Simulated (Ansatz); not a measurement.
A structure file:

```
W Se
1.0
     3.18179    0.00000    0.00000
    -1.59089    2.75551    0.00000
     0.00000    0.00000   17.05899
W Se
1 2
Cartesian
  0.0000 0.0000 8.5295
  0.0000 1.8370 10.2399
  0.0000 1.8370 6.8191
```

Q: Say what kind of structure these coordinates give.

A: Chemical formula WSe₂. Atoms per cell: 3 (1 W, 2 Se). The coordination shell of W holds six Se in a trigonal prismatic arrangement at 2.51 Å. Se sits among three W in a trigonal pyramidal arrangement at 2.51 Å. Not all metal-metal contacts are counted. The bonds build WSe2 layers parallel to (001).

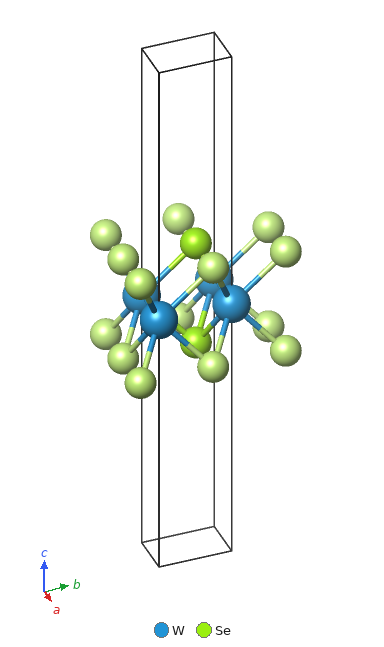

Ball-and-stick drawing of the structure, looking slightly off an axis. The frame is the simulation cell; atoms at its boundary are shown with their periodic copies. The first bonded neighbours in the surrounding cells are also shown, in fainter colours. Colours: tungsten blue, selenium green.

Provenance: a structure listed in the Materials Project. It was relaxed with DFT r2SCAN, scalar-relativistic, plane waves, PAW (Ansatz 0.2.0) under a constraint or pressure on the cell, so some stress remains.
